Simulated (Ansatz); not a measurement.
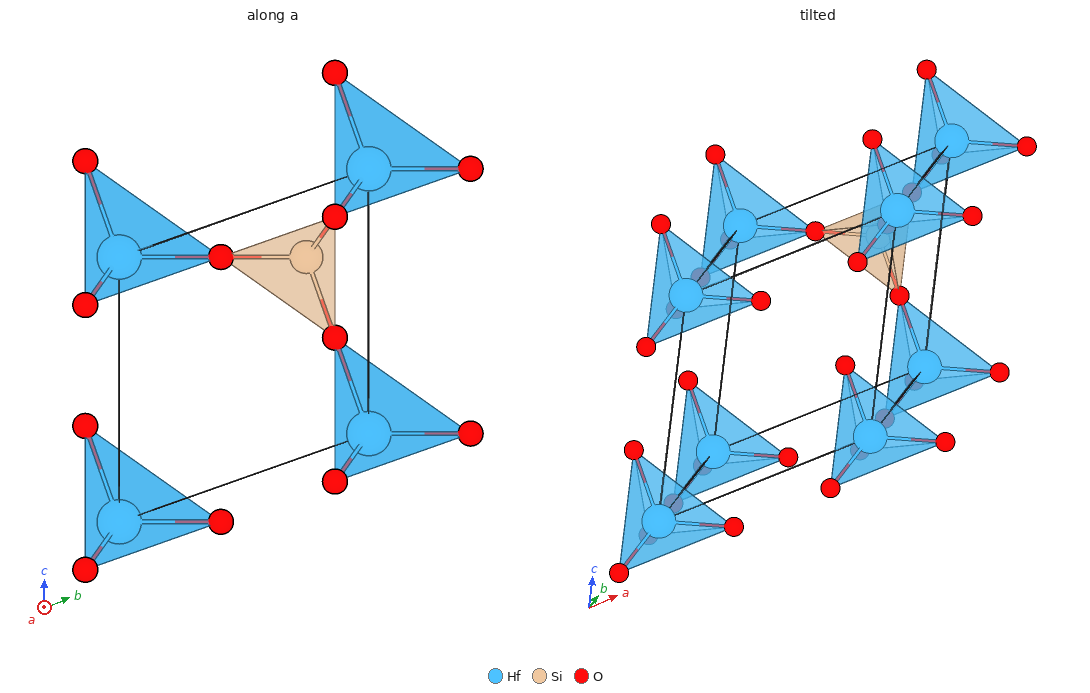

A polyhedral rendering, viewed along the a axis and slightly off an axis. Atoms at the boundary of the simulation cell (the box) are drawn once for each face, edge or corner they touch. Some atoms of the next cells are drawn as well.

The input file of the run:
```yaml
crystal:
  lattice:
    - [0.0, 4.1278531264, 4.1278531264]
    - [4.1278531264, 0.0, 4.1278531264]
    - [4.1278531264, 4.1278531264, 0.0]
  atoms:
    - { symbol: Hf, position: [0.0, 0.0, 0.0] }
    - { symbol: Si, position: [0.75, 0.75, 0.75] }
    - { symbol: O, position: [0.8641703972, 0.8641703972, 0.4074888084] }
    - { symbol: O, position: [0.8641703972, 0.4074888084, 0.8641703972] }
    - { symbol: O, position: [0.4074888084, 0.8641703972, 0.8641703972] }
    - { symbol: O, position: [0.8641703972, 0.8641703972, 0.8641703972] }
basis:
  ecutwfc: 420
kpoints:
  mp_grid: { grid: [6, 6, 6] }
  band_path:
    path:
      - [[0.0, 0.0, 0.0], [-0.5, -0.5, 0.0], [-0.375, -0.375, 0.25]]
      - [[-0.375, 0.0, 0.375], [0.0, 0.0, 0.0], [0.0, 0.0, 0.5], [-0.5, -0.25, 0.25], [-0.5, -0.5, 0.0]]
    npoints: 14
hamiltonian:
  xc: pbesol
scf:
  occupations: { method: gaussian, width: 0.02 }
  n_extra_bands: 15
output:
  forces: true
  stress: true
  eigenvalues: true
  populations: true
  dos: { projected: true, de: 0.02, nscf_kmesh: { grid: [9, 9, 9] } }
  bader: true
```
Run as:
```sh
ansatz run input.yaml --threads 1 --pin off --max-ram 2560MiB --backend cpu --events-out ev --progress --plain --runs-dir out
```

Setup: DFT PBEsol, scalar-relativistic, plane waves, PAW in Ansatz 0.2.0; a 420 eV plane-wave basis, k-grid 6×6×6, Gaussian smearing of 0.02 eV, no spin polarisation.

Is it conducting or gapped at this level?

Answer. An insulator at this level, with a gap of 4.87 eV, direct.

State the hydrostatic pressure.

Answer. The computed pressure is -1.9 GPa (stretched: it would shrink).

The starting point was a structure type filled with these elements by a generator (whether the compound takes this form wasn't checked). Earlier steps of the study may have refined or changed the cell and positions. It was the input of a calculation with Ansatz.
